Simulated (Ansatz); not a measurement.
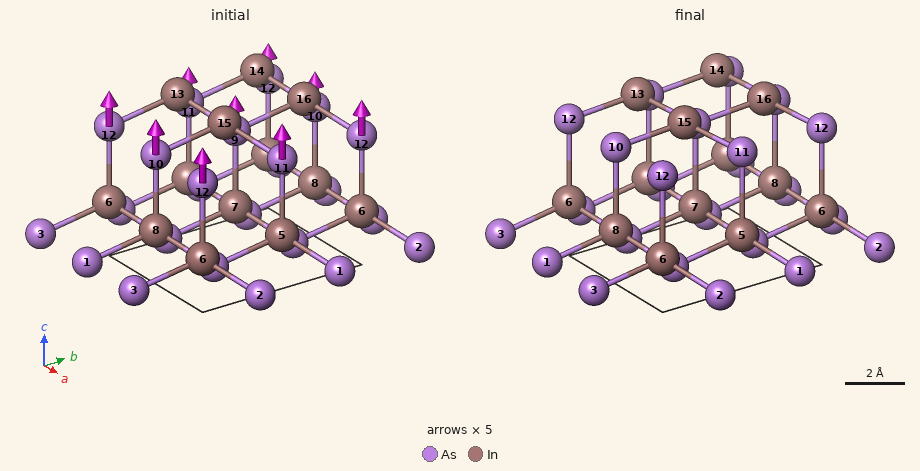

The structure of a slab of composition InAs (cut from the F-43m phase) before (left) and after (right) a constrained relaxation, at one scale. The purple arrows give the displacements, 5 times their true length.

A ball-and-stick model of the cell of the calculation, outlined in the plane, without the vacuum (origin shifted), seen slightly off an axis.

Case: clean slab, lower planes held. The slab is the (1 1 1) face of InAs. 8 atoms are held fixed.

Computed with DFT PBE, scalar-relativistic, plane waves, PAW (Ansatz 0.2.0).

The input:
```yaml
crystal:
  lattice:
    - [8.7493989414, 0.0, 0.0]
    - [-4.3746994707, 7.5772017511, 0.0]
    - [0.0, 0.0, 20.4649089505]
  atoms:
    - { symbol: As, position: [0.5, 0.0, 0.3909130512] }
    - { symbol: As, position: [0.5, 0.5, 0.3909130512] }
    - { symbol: As, position: [0.0, 0.0, 0.3909130512] }
    - { symbol: As, position: [0.0, 0.5, 0.3909130512] }
    - { symbol: In, position: [0.1666666667, 0.8333333333, 0.4345478307] }
    - { symbol: In, position: [0.1666666667, 0.3333333333, 0.4345478307] }
    - { symbol: In, position: [0.6666666667, 0.8333333333, 0.4345478307] }
    - { symbol: In, position: [0.6666666667, 0.3333333333, 0.4345478307] }
    - { symbol: As, position: [0.6666666667, 0.8333333333, 0.5654521693] }
    - { symbol: As, position: [0.6666666667, 0.3333333333, 0.5654521693] }
    - { symbol: As, position: [0.1666666667, 0.8333333333, 0.5654521693] }
    - { symbol: As, position: [0.1666666667, 0.3333333333, 0.5654521693] }
    - { symbol: In, position: [0.3333333333, 0.6666666667, 0.6090869488] }
    - { symbol: In, position: [0.3333333333, 0.1666666667, 0.6090869488] }
    - { symbol: In, position: [0.8333333333, 0.6666666667, 0.6090869488] }
    - { symbol: In, position: [0.8333333333, 0.1666666667, 0.6090869488] }
basis:
  ecutwfc: 420
kpoints:
  mp_grid: { grid: [3, 3, 1] }
hamiltonian:
  xc: pbe
scf:
  occupations: { method: gaussian, width: 0.1 }
output:
  forces: true
  eigenvalues: true
  write_density: true
  write_potential: true
  elf: true
  volumetric_format: npy
relax:
  adjacent_minimum: "off"
  f_tol: 0.03
  max_steps: 70
  constraints: [{ sites: [0, 1, 2, 3, 4, 5, 6, 7] }]
efield:
  axis: 3
  dipole_correction: true
  ramp_width: 0.04
```

Launched with:
```bash
ansatz run input.yaml --threads 4 --pin off --max-ram 10240MiB --backend cpu --events-out ev --progress --plain --runs-dir out
```

> What changed between the two?

The largest moves, 0.25 Å, are those of As9, As10, As11 and As12. As10 goes along the normal (+c). By element the largest moves are As 0.25 Å, In 0.01 Å. The cell stays as it was. Some distances before and after: In5–As11 2.679 → 2.930 Å, As10–In14 2.679 → 2.608 Å. Among the angles between lasting bonds that change: In8–As10–In14 109.5° → 104.5°, In14–As10–In15 109.5° → 114.0°, As9–In13–As11 109.5° → 114.0°. After 2 geometry steps the energy has fallen by 0.412 eV per cell of the calculation. Largest force component: 0.97 eV/Å at the start, 0.022 eV/Å at the end.
